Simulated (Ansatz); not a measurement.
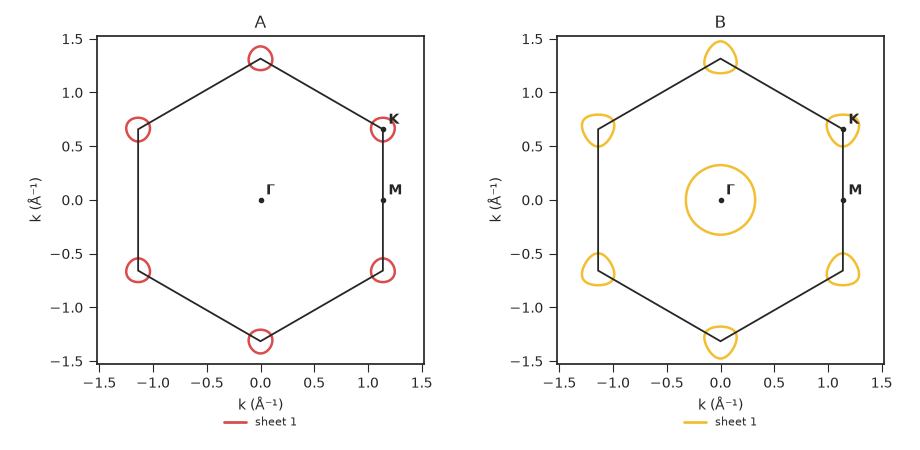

Constant-energy contours of one free-standing MoS$_{2}$ layer cut from the bulk crystal (space group of the slab cell P-6m2) near its two band edges (0.20 eV into the valence band, 0.10 eV into the conduction band), in unknown order.

All numbers here come from DFT PBE, scalar-relativistic, plane waves, PAW; levels and slopes on a dense k mesh at the converged density (Ansatz). No spin polarisation. The levels come from a k mesh of 72×72×1 points. Unrelaxed database geometry. The cell comes from a database of computed structures, not from a measurement.

Masses come from a second pass at points close to the extrema; at the energies drawn a band may no longer be parabolic.

Question: Which panel shows the holes and which the electrons?

Answer: B shows the valence band (holes), A the conduction band (electrons).

Question: Describe the extrema and the gap.

Answer: Valence band (extrema up to 0.20 eV from the edge): one maximum at Γ, mass 2.90 mₑ in all directions; two equivalent maxima at K, 0.07 eV below the edge, mass 0.55 mₑ in all directions. Band 13 forms the valence edge.
Conduction band (extrema up to 0.10 eV from the edge): two equivalent minima at K, mass 0.43 mₑ in all directions. Band 14 forms the conduction edge.
The gap is indirect, 1.58 eV at this level of theory (semilocal functionals give gaps that are too small, and can reorder valleys that lie close).

Spin-orbit coupling, left out here, can change the gap, its kind, the place of the band edges and the masses, since the compound holds Mo.
